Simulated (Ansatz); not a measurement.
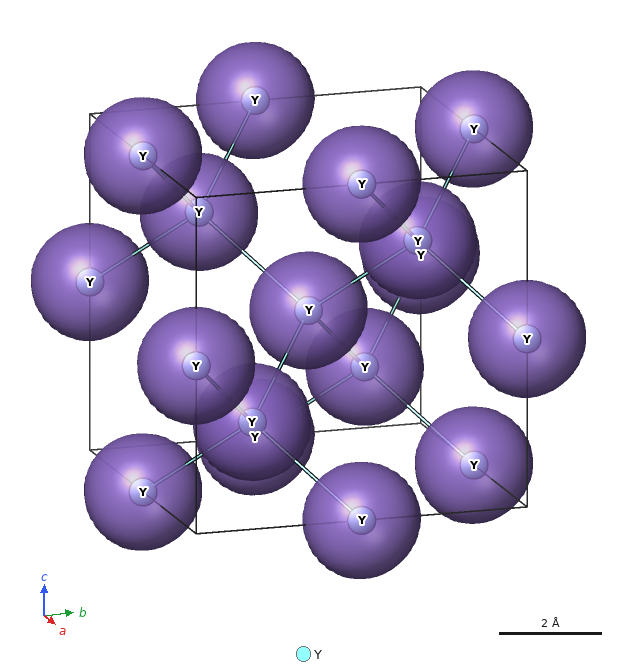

*Y. Isosurface of the valence charge density (pseudo) at 0.3 e/Å³ (purple), seen slightly off an axis. Sticks mark near contacts.*

Space group Fd-3m; set up as Y, diamond; a generated structure, not necessarily the stable one; changed on purpose from its base cell (volume × 1.0).

The calculation used DFT, PBEsol, plane waves (420 eV) with PAW, scalar-relativistic (Ansatz).

How is the density connected at this value?

Answer. At this value the density breaks into separate islands; it holds about 75 % of the electrons treated as valence (semicore included). It bridges none of the near contacts. It is pinched off along the shortest Y–Y (2.96 Å) contacts. On the grid the lowest density along these lines, outside the cores, is 0.17 e/Å³ (Y–Y, 2.96 Å).

Does the calculation make it a metal, or give it a gap?

Answer. It is gapless in this calculation (a metal or semimetal).
